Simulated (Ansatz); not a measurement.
# Geometry relaxation of NiSi2

- system: NiSi2 (Fm-3m, 3 atoms in the cell)
- method: DFT PBEsol, scalar-relativistic, plane waves, PAW, no spin polarisation (Ansatz 0.2.0)

The structure derives from an entry of the Crystallography Open Database. Figures and captions count atoms from 1; the log counts them from 0 in places.

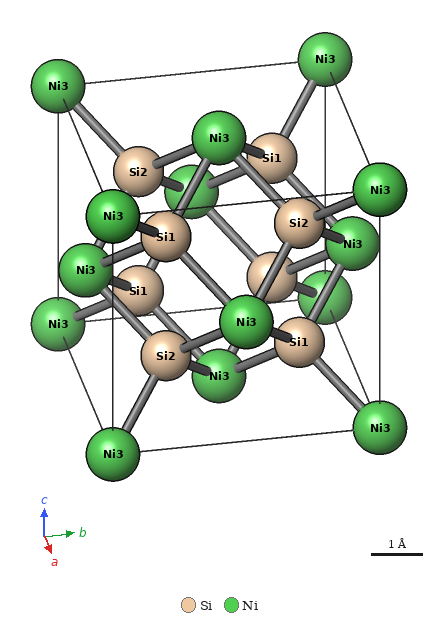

Fig. 1: The input geometry (ball-and-stick view of the cell 4 times as large as that of the calculation, set on its symmetry axes, seen at an oblique angle; atoms are numbered from 1 in the order of the input). An atom can appear more than once, as a periodic image.

### Summary

| quantity | value |
| --- | --- |
| outcome | converged |
| space group (tolerance 0.01 Å) | Fm-3m (225) |
| electrons treated | 26 |
| free energy | −7049.3174 eV |
| Fermi energy | 13.381 eV |
| gap on the k-point mesh | none (metallic) |
| pressure | 0.00 GPa |
| final volume | 39.18 Å³ |
| largest force (length of the vector) at the end | under 0.001 eV/Å |
| final cell | a = 3.812 Å, b = 3.812 Å, c = 3.812 Å, α = 60.00°, β = 60.00°, γ = 60.00° |
| hardware | 2 threads of Intel Xeon (Sapphire Rapids), 32 GiB of memory available, shared host |
| wall time | 8.3 s (CPU time 15 s) |
| peak memory | 0.44 GiB |

The run has no spin polarisation, so a magnetic state may lie lower.

### Input file
```yaml
crystal:
  lattice:
    - [0.0, 2.6975, 2.6975]
    - [2.6975, 0.0, 2.6975]
    - [2.6975, 2.6975, 0.0]
  atoms:
    - { symbol: Si, position: [0.25, 0.25, 0.25] }
    - { symbol: Si, position: [0.75, 0.75, 0.75] }
    - { symbol: Ni, position: [0.0, 0.0, 0.0] }
basis:
  ecutwfc: 420
kpoints:
  mp_grid: { grid: [14, 14, 14] }
hamiltonian:
  xc: pbesol
scf:
  occupations: { method: gaussian, width: 0.1 }
output:
  forces: true
  stress: true
  eigenvalues: true
relax:
  adjacent_minimum: "off"
  f_tol: 0.005
  max_steps: 80
  cell: { stress_tol: 0.05 }
```

Command:
```bash
ansatz run input.yaml --threads 2 --pin off --max-ram 5120MiB --backend cpu --events-out ev --progress --plain --runs-dir out
```

### Output
```
Engine: ansatz 0.2.0, x86_64-unknown-linux-gnu
Pseudopotentials: kind: paw
Pseudopotential: Si, paw, valence charge 4, recommended cutoff 420 eV (normal), Si.paw.azcp
Pseudopotential: Ni, paw, valence charge 18, recommended cutoff 420 eV (normal), Ni.paw.azcp
Functional definition: PBEsol
  exchange = pbesol_x
  correlation = pbesol_c
Crystal: 3 atoms, lattice volume = 39.257 Å³
Basis set: ecut = 420 eV, 749 PW (Γ), exchange–correlation on 54×54×54 points (8 copies of the dense FFT grid, shifted against one another)
Bands: 17, of which v1, the nominal top of the filled ones, is band 13 counted from 1 (12 counted from 0)
Symmetry: 48 space group operations
Space group: Fm-3m (ITA 225), of the structure as read, at distance tolerance 3.4e-5 Å
k-points: 104 of 2744
Non-local potential: Si, projectors of the file, l = 0: 2, l = 1: 2, l = 2: 2
Non-local potential: Ni, projectors of the file, l = 0: 3, l = 1: 2, l = 2: 3, l = 3: 1
PAW form: soft (Blöchl's): semilocal exchange-correlation on the pseudo side does not see the compensation charge
PAW frozen core: Si, regenerated for the run's functional, and the local potential with it (the file was generated under x = pbe(κ = 0.804, μ = 0.2195149727645171), c = pbe(β = 0.06672455060314922))
PAW frozen core: Ni, regenerated for the run's functional, and the local potential with it (the file was generated under x = pbe(κ = 0.804, μ = 0.2195149727645171), c = pbe(β = 0.06672455060314922))
PAW one-centre angular grid: Si, 110 points (default); XC on 64 Gauss nodes
PAW one-centre angular grid: Ni, 590 points (default); XC on 64 Gauss nodes
Initial density: superposition of atomic densities (neutral atoms: chi_scale 0, normalization atom), corrected by the library's trained network
Initial wavefunctions: pseudopotential atomic-orbital guess
Functional: x = pbesol(κ = 0.804, μ = 0.12345679012345678), c = pbesol(β = 0.046)
SCF iter   1: F=—  HF=-7049.330748 eV  |F-HF|=—  |Δ(HF+E_count)|=         —  Δρ=2.23e-2  dr2=1.19e-1  ethr=1.77e-3  ⟨swp⟩=5.0  Hψ=9049  notcnv=0
preconditioner: auto → Kerker (q_TF=auto, 2.547 Å⁻¹)  [metal: Δε(μ)=0.070 eV  Ē_g=8.243 eV  σ=0.100 eV  W_gap=0.38  n_scr=14 (ndim 8)  ℏωp=25.1 eV  f_vac=0.000  D(μ)=1.01/eV (n_scr^D=8)]
SCF iter   2: F=—  HF=-7049.318125 eV  |F-HF|=—  |Δ(HF+E_count)|=   1.26e-2  Δρ=4.72e-3  dr2=6.47e-3  ethr=4.59e-4  ⟨swp⟩=2.0  Hψ=2985  notcnv=0  defer=7
SCF iter   3: F=—  HF=-7049.317456 eV  |F-HF|=—  |Δ(HF+E_count)|=   6.70e-4  Δρ=1.36e-3  dr2=6.84e-4  ethr=2.49e-5  ⟨swp⟩=1.0  Hψ=1760  notcnv=0  defer=9
SCF iter   4: F=—  HF=-7049.317340 eV  |F-HF|=—  |Δ(HF+E_count)|=   1.16e-4  Δρ=1.63e-4  dr2=4.75e-6  ethr=2.63e-6  ⟨swp⟩=2.4  Hψ=2300  notcnv=0  defer=9
SCF iter   5: F=—  HF=-7049.317351 eV  |F-HF|=—  |Δ(HF+E_count)|=   1.13e-5  Δρ=2.67e-5  dr2=2.80e-7  ethr=1.83e-8  ⟨swp⟩=2.0  Hψ=3095  notcnv=0  defer=9
SCF iter   6: F=-7049.317351 eV  HF=-7049.317351 eV  |F-HF|=3.51e-8  |Δ(HF+E_count)|=   5.55e-9  Δρ=1.29e-5  dr2=6.08e-8  ethr=3.85e-10  ⟨swp⟩=5.8  Hψ=8293  notcnv=0
SCF 1 converged in 6 iterations: F = -7049.317351 eV  dr2 = 6.08e-8
  greatest PAW one-centre occupation: 1.001 electrons in one spin orbital (limit 2), on the Ni atom at site 2 (counted from 0), in its partial waves of l = 1
relax step   1: F+E_penalty+E_count = -7049.31735132 eV  Δ(F+E_penalty+E_count) = +0.000e0 eV  max|allowed force component| = 2.930e-17 eV/Å  Δτ_max = 0.0000 Å  P = -0.317 GPa  Ω = 39.257 Å³  (6 SCF iters, dr2 threshold 1.00e-7 eV, accepted)
Crystal: 3 atoms, lattice volume = 39.214 Å³
Initial density: handed on by an earlier stage of this run
Initial wavefunctions: those handed on with the density
iter 1 solved again at ethr=4.13e-8 eV; its pass at ethr=3.10e-3 eV (dr2=1.07e-5 eV) is discarded
SCF iter   1: F=—  HF=-7049.317424 eV  |F-HF|=—  |Δ(HF+E_count)|=         —  Δρ=2.00e-4  dr2=9.81e-6  ethr=4.13e-8  ⟨swp⟩=2.1  Hψ=9884  notcnv=0
preconditioner: auto → Kerker (q_TF=auto, 2.548 Å⁻¹)  [metal: Δε(μ)=0.066 eV  Ē_g=8.293 eV  σ=0.100 eV  W_gap=0.34  n_scr=14 (ndim 8)  ℏωp=25.2 eV  f_vac=0.000  D(μ)=0.90/eV (n_scr^D=8)]
SCF iter   2: F=—  HF=-7049.317427 eV  |F-HF|=—  |Δ(HF+E_count)|=   3.45e-6  Δρ=6.08e-5  dr2=1.35e-6  ethr=3.77e-8  ⟨swp⟩=1.1  Hψ=1808  notcnv=0
SCF iter   3: F=—  HF=-7049.317427 eV  |F-HF|=—  |Δ(HF+E_count)|=   2.97e-7  Δρ=2.48e-5  dr2=3.32e-7  ethr=5.21e-9  ⟨swp⟩=1.0  Hψ=1768  notcnv=0
iter 4 did not close the SCF: its close was put off for the readings that it lacked (scf_convergence_deferred on its scf_iter line)
SCF iter   4: F=-7049.317427 eV  HF=-7049.317427 eV  |F-HF|=6.28e-8  |Δ(HF+E_count)|=   3.09e-8  Δρ=1.58e-5  dr2=1.05e-7  ethr=1.28e-9  ⟨swp⟩=2.5  Hψ=2734  notcnv=0
iter 5 did not close the SCF: its close was put off for the readings that it lacked (scf_convergence_deferred on its scf_iter line)
SCF iter   5: F=-7049.317427 eV  HF=-7049.317427 eV  |F-HF|=2.82e-10  |Δ(HF+E_count)|=   2.25e-9  Δρ=3.79e-6  dr2=3.87e-9  ethr=4.03e-10  ⟨swp⟩=2.1  Hψ=2617  notcnv=0
SCF iter   6: F=-7049.317427 eV  HF=-7049.317427 eV  |F-HF|=1.82e-12  |Δ(HF+E_count)|=  6.84e-10  Δρ=6.87e-7  dr2=2.21e-10  ethr=1.49e-11  ⟨swp⟩=1.7  Hψ=4269  notcnv=0
SCF 2 converged in 6 iterations: F = -7049.317427 eV  dr2 = 2.21e-10
relax step   2: F+E_penalty+E_count = -7049.31742669 eV  Δ(F+E_penalty+E_count) = -7.537e-5 eV  max|allowed force component| = 1.103e-16 eV/Å  Δτ_max = 0.0000 Å  P = -0.144 GPa  Ω = 39.214 Å³  energy of the carried Pulay correction = +1.383e-5 eV  (6 SCF iters, dr2 threshold 2.51e-7 eV, accepted)
Crystal: 3 atoms, lattice volume = 39.178 Å³
iter 1 solved again at ethr=2.56e-8 eV; its pass at ethr=3.10e-3 eV (dr2=6.65e-6 eV) is discarded
SCF iter   1: F=—  HF=-7049.317451 eV  |F-HF|=—  |Δ(HF+E_count)|=         —  Δρ=1.58e-4  dr2=6.07e-6  ethr=2.56e-8  ⟨swp⟩=2.1  Hψ=9914  notcnv=0
preconditioner: auto → Kerker (q_TF=auto, 2.548 Å⁻¹)  [metal: Δε(μ)=0.064 eV  Ē_g=8.300 eV  σ=0.100 eV  W_gap=0.33  n_scr=14 (ndim 8)  ℏωp=25.2 eV  f_vac=0.000  D(μ)=0.90/eV (n_scr^D=8)]
SCF iter   2: F=—  HF=-7049.317454 eV  |F-HF|=—  |Δ(HF+E_count)|=   3.80e-6  Δρ=4.83e-5  dr2=9.06e-7  ethr=2.33e-8  ⟨swp⟩=1.2  Hψ=1847  notcnv=0
SCF iter   3: F=—  HF=-7049.317454 eV  |F-HF|=—  |Δ(HF+E_count)|=   2.13e-7  Δρ=2.05e-5  dr2=2.38e-7  ethr=3.49e-9  ⟨swp⟩=1.0  Hψ=1768  notcnv=0
SCF iter   4: F=—  HF=-7049.317454 eV  |F-HF|=—  |Δ(HF+E_count)|=   3.30e-8  Δρ=1.27e-5  dr2=6.67e-8  ethr=9.15e-10  ⟨swp⟩=2.5  Hψ=2731  notcnv=0
iter 5 did not close the SCF: its close was put off for the readings that it lacked (scf_convergence_deferred on its scf_iter line)
SCF iter   5: F=-7049.317454 eV  HF=-7049.317454 eV  |F-HF|=3.40e-10  |Δ(HF+E_count)|=   1.46e-9  Δρ=3.13e-6  dr2=2.76e-9  ethr=2.57e-10  ⟨swp⟩=2.2  Hψ=2553  notcnv=0
SCF iter   6: F=-7049.317454 eV  HF=-7049.317454 eV  |F-HF|=9.09e-12  |Δ(HF+E_count)|=  5.16e-10  Δρ=5.58e-7  dr2=1.45e-10  ethr=1.06e-11  ⟨swp⟩=2.0  Hψ=5274  notcnv=0
SCF 3 converged in 6 iterations: F = -7049.317454 eV  dr2 = 1.45e-10
relax step   3: F+E_penalty+E_count = -7049.31745410 eV  Δ(F+E_penalty+E_count) = -2.741e-5 eV  max|allowed force component| = 9.252e-17 eV/Å  Δτ_max = 0.0000 Å  P = -0.000 GPa  Ω = 39.178 Å³  energy of the carried Pulay correction = +2.530e-5 eV  (6 SCF iters, dr2 threshold 5.17e-8 eV, accepted)
Initial wavefunctions: pseudopotential atomic-orbital guess (no wavefunctions were taken with the density)
iter 1 solved again at ethr=4.48e-7 eV; its pass at ethr=3.10e-3 eV (dr2=1.16e-4 eV) is discarded
SCF iter   1: F=—  HF=-7049.317427 eV  |F-HF|=—  |Δ(HF+E_count)|=         —  Δρ=2.76e-6  dr2=8.65e-10  ethr=4.48e-7  ⟨swp⟩=3.0  Hψ=13472  notcnv=0
eigensolver tolerance schedule: the retry pair's looser diagonalisation over-reported the residual by 134629.09 of it (diagonalisation noise at an unbounded share of the residual, at the tolerance the schedule requests for it); recorded, not acted on — ethr = c·dr2/N_el stays at c = 1.0e-1
SCF iter   2: F=—  HF=-7049.317432 eV  |F-HF|=—  |Δ(HF+E_count)|=   4.59e-6  Δρ=9.53e-7  dr2=9.73e-11  ethr=3.33e-12  ⟨swp⟩=3.5  Hψ=4619  notcnv=0
SCF iter   3: F=—  HF=-7049.317432 eV  |F-HF|=—  |Δ(HF+E_count)|=  1.06e-10  Δρ=7.92e-7  dr2=1.19e-10  ethr=1.00e-12  ⟨swp⟩=2.6  Hψ=2810  notcnv=0
iter 4 did not close the SCF: its close was put off for the readings that it lacked (scf_convergence_deferred on its scf_iter line)
SCF iter   4: F=-7049.317432 eV  HF=-7049.317432 eV  |F-HF|=1.36e-11  |Δ(HF+E_count)|=  6.37e-12  Δρ=3.03e-7  dr2=2.44e-11  ethr=1.00e-12  ⟨swp⟩=1.0  Hψ=1768  notcnv=0
iter 5 did not close the SCF: its close was put off for the readings that it lacked (scf_convergence_deferred on its scf_iter line)
SCF iter   5: F=-7049.317432 eV  HF=-7049.317432 eV  |F-HF|=3.64e-12  |Δ(HF+E_count)|=  2.73e-12  Δρ=7.82e-8  dr2=2.08e-12  ethr=1.00e-12  ⟨swp⟩=1.0  Hψ=1768  notcnv=0
iter 6 did not close the SCF: its close was put off for the readings that it lacked (scf_convergence_deferred on its scf_iter line)
SCF iter   6: F=-7049.317432 eV  HF=-7049.317432 eV  |F-HF|=9.09e-13  |Δ(HF+E_count)|=    0.00e0  Δρ=3.37e-8  dr2=2.15e-13  ethr=1.00e-12  ⟨swp⟩=1.0  Hψ=1768  notcnv=0
iter 7 did not close the SCF: its close was put off for the readings that it lacked (scf_convergence_deferred on its scf_iter line)
SCF iter   7: F=-7049.317432 eV  HF=-7049.317432 eV  |F-HF|=1.82e-12  |Δ(HF+E_count)|=    0.00e0  Δρ=1.21e-8  dr2=2.58e-14  ethr=1.00e-12  ⟨swp⟩=1.0  Hψ=1768  notcnv=0
SCF iter   8: F=-7049.317432 eV  HF=-7049.317432 eV  |F-HF|=0.00e0  |Δ(HF+E_count)|=  1.82e-12  Δρ=1.26e-9  dr2=3.26e-16  ethr=1.00e-12  ⟨swp⟩=3.0  Hψ=6118  notcnv=0
SCF 4 converged in 8 iterations: F = -7049.317432 eV  dr2 = 3.26e-16
relax step   4: F+E_penalty+E_count = -7049.31743204 eV  Δ(F+E_penalty+E_count) = +2.207e-5 eV  max|allowed force component| = 7.247e-17 eV/Å  Δτ_max = 0.0000 Å  P = -0.001 GPa  Ω = 39.178 Å³  stress off target by 7.34e-4 GPa  SCF on the basis re-selected at this cell (its energy is not comparable with the rows above)  (8 SCF iters)
```

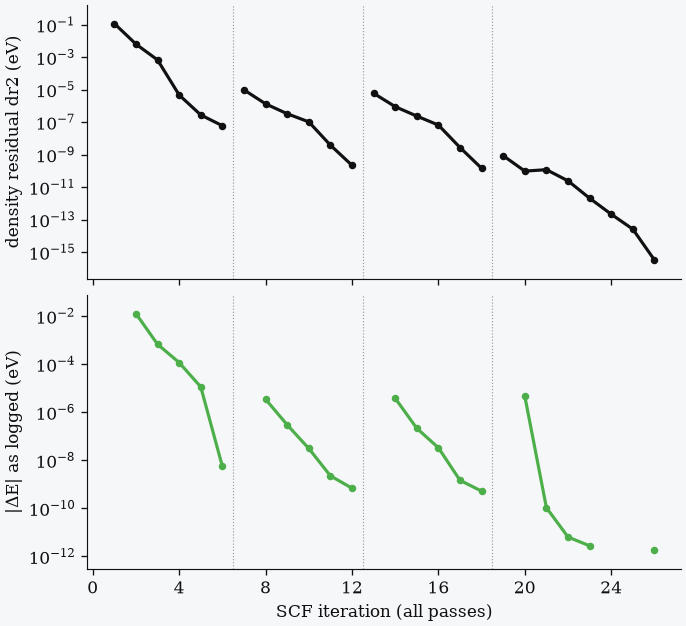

Fig. 2: Convergence of the self-consistent field: density residual dr2 and size of the energy change against the SCF iteration. The dotted lines part the SCF passes of the relaxation: geometry steps, rejected trials and re-solves on a re-selected basis. The passes take 6, 6, 6 and 8 iterations.

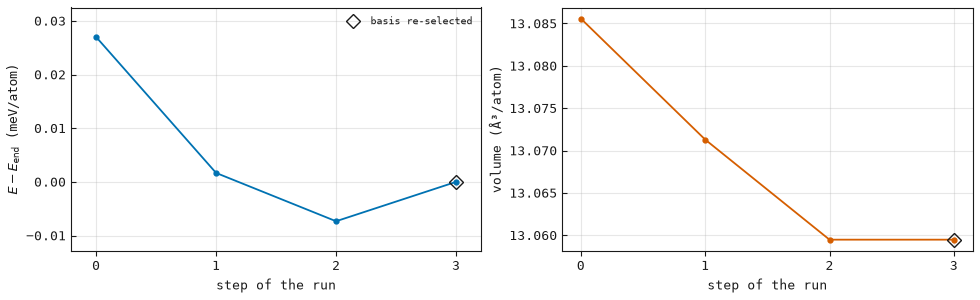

Fig. 3: Progress of the relaxation, step by step (the first geometry is step 0 here and step 1 in the log). Over 2 geometry steps the energy falls by next to nothing (0.0 meV per atom). All forces vanish by symmetry, so only the cell relaxes. Pressure: −0.32 GPa at the start and 0.00 GPa at the end. The atoms keep their places relative to the cell (all moves are under 0.005 Å). A last SCF at the same geometry on a re-selected plane-wave basis shifts the energy by +0.0 meV per atom.

```
basis re-selected at this cell: Δ(F+E_penalty+E_count) = +2.207e-5 eV, ΔP = -0.001 GPa vs the last step (what re-selecting the basis moved, of the pressure what is left beyond the Pulay correction that the steps carried, after the strain that the cell walked since its last selection, with what the two solves' SCF thresholds leave and, on support functions, any second-order correction that the steps lacked; it is no measure of the basis error at this ecutwfc). This SCF's stress stands 7.34e-4 GPa from its target on what of the cell is left free (relax.cell.stress_tol is 5.00e-2 GPa) and its largest allowed force component is 7.25e-17 eV/Å (relax.f_tol is 5.00e-3 eV/Å): within both
SCF converged after 8 iterations
Free energy (F): -7049.317432 eV
Harris-Foulkes:  -7049.317432 eV  (|F-HF|=0.00e0)
Internal energy: -7049.312913 eV  (E = F + TS)
E sigma→0 (E₀):  -7049.315173 eV
Entropy (-TS):   -0.004519 eV (-1.506 meV/atom)
Fermi energy:    13.381253 eV
--- Per-component energies (eV) ---
  E_band       = -342.587347
  E_kinetic    = 371.565259
  E_local      = -4895.739353  (includes V_loc(G=0)·N_el)
  E_nonlocal   = 680.781639
  E_hartree    = 2115.953090
  E_xc         = -198.520184
  E_vxc        = -209.260282  (∫ρ·V_xc dr)
  E_paw        = -2588.924477  (= ΣΔE_a)
  E_vpaw       = -521.841235  (= ΣTr[D̂ρ^β])
  E_aug_tail   = 0.000447  (compensation charges beyond the density's cutoff)
  E_ewald      = -2534.689745
  E_core_change = 0.260410  (= ΣΔE_core)
  E_smearing   = -0.004519  (= −TS)
  E_closure    = 0.000000  (closes the sum)
  Σ components = -7049.317432   (vs F -7049.317432, Δ=0.00e0)
--- Forces (eV/Å), atoms counted from 1 ---
  atom   1  Si     0.00000000     0.00000000     0.00000000
  atom   2  Si    -0.00000000    -0.00000000     0.00000000
  atom   3  Ni    -0.00000000     0.00000000    -0.00000000
  max |Σ_I F_I| component: 4.16e-17 eV/Å
--- Stress (GPa, compression-positive) ---
       -0.000734      -0.000000      -0.000000
       -0.000000      -0.000734      -0.000000
       -0.000000      -0.000000      -0.000734
  P = ⅓ Tr σ = -0.0007 GPa (-0.007 kbar)
--- Band table (eV; the first three rows and the last of 104) ---
  k-point 0: bands = ["-91.0228", "-51.5685", "-51.5685", "-51.5685", "-0.6242", "8.0516", "8.0516", "8.0516", "9.7708", "9.7708", "13.1004", "15.0696", "15.0696", "15.0696", "15.5406", "15.5406", "15.5406"]
  k-point 1: bands = ["-91.0228", "-51.5685", "-51.5685", "-51.5685", "-0.5479", "7.8984", "8.0762", "8.0762", "9.7557", "9.7557", "12.9951", "14.1701", "14.6217", "14.6217", "16.0038", "16.0038", "16.6189"]
  k-point 2: bands = ["-91.0228", "-51.5687", "-51.5685", "-51.5685", "-0.3199", "7.4607", "8.1450", "8.1450", "9.7200", "9.7200", "12.2225", "13.9805", "14.0371", "14.0371", "16.3322", "16.3322", "17.3938"]
  k-point 103: bands = ["-91.0228", "-51.5692", "-51.5691", "-51.5688", "4.1213", "4.6241", "5.9956", "6.7079", "9.4706", "9.5957", "9.6727", "10.1122", "10.8515", "14.9031", "16.3169", "17.3091", "19.2133"]
--- Relaxed structure (3 steps of the walk, 3 accepted, 1 SCFs on fresh bases) ---
  F+E_penalty+E_count = -7049.31743204 eV   max|allowed force component| = 7.247e-17 eV/Å   (the final SCF, on the basis selected at the relaxed cell)
  cell:  # Å, volume = 39.1784 Å³
    - [-2.3566095652142103e-34, 2.6957048553025187, 2.6957048553025187]
    - [2.6957048553025187, -3.6304525734381076e-34, 2.6957048553025187]
    - [2.6957048553025187, 2.6957048553025187, 4.458450528783641e-35]
  atoms:
    - { symbol: Si, position: [0.25, 0.25, 0.25] }
    - { symbol: Si, position: [0.75, 0.75, 0.75] }
    - { symbol: Ni, position: [-2.7455558302554624e-35, 4.5800581457308955e-35, 3.204181409124321e-35] }
```

### Trajectory as extended XYZ (Å, eV, eV/Å), 4 frames, from step=1 to step=4
```
3
Lattice="0.0000 2.6975 2.6975 2.6975 0.0000 2.6975 2.6975 2.6975 0.0000" Properties=species:S:1:pos:R:3:forces:R:3 step=1 energy=-7049.31735 pressure_GPa=-0.32
Si    1.3487    1.3487    1.3487    0.0000   0.0000   0.0000
Si    4.0462    4.0462    4.0462    0.0000   0.0000   0.0000
Ni    0.0000    0.0000    0.0000    0.0000   0.0000   0.0000
3
Lattice="0.0000 2.6965 2.6965 2.6965 0.0000 2.6965 2.6965 2.6965 0.0000" Properties=species:S:1:pos:R:3:forces:R:3 step=2 energy=-7049.31743 pressure_GPa=-0.14
Si    1.3483    1.3483    1.3483    0.0000   0.0000   0.0000
Si    4.0448    4.0448    4.0448    0.0000   0.0000   0.0000
Ni    0.0000    0.0000    0.0000    0.0000   0.0000   0.0000
3
Lattice="0.0000 2.6957 2.6957 2.6957 0.0000 2.6957 2.6957 2.6957 0.0000" Properties=species:S:1:pos:R:3:forces:R:3 step=3 energy=-7049.31745 pressure_GPa=-0.00
Si    1.3479    1.3479    1.3479    0.0000   0.0000   0.0000
Si    4.0436    4.0436    4.0436    0.0000   0.0000   0.0000
Ni    0.0000    0.0000    0.0000    0.0000   0.0000   0.0000
3
Lattice="0.0000 2.6957 2.6957 2.6957 0.0000 2.6957 2.6957 2.6957 0.0000" Properties=species:S:1:pos:R:3:forces:R:3 step=4 energy=-7049.31743 pressure_GPa=-0.00
Si    1.3479    1.3479    1.3479    0.0000   0.0000   0.0000
Si    4.0436    4.0436    4.0436    0.0000   0.0000   0.0000
Ni    0.0000    0.0000    0.0000    0.0000   0.0000   0.0000
```

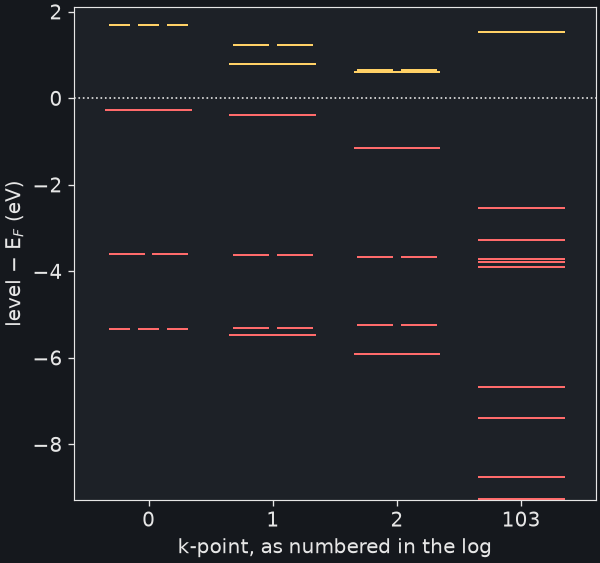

Fig. 4: Kohn–Sham levels near the Fermi level (dotted) at the few k-points that the log prints; levels within 0.02 eV of each other stand side by side. The system is metallic on the full mesh.
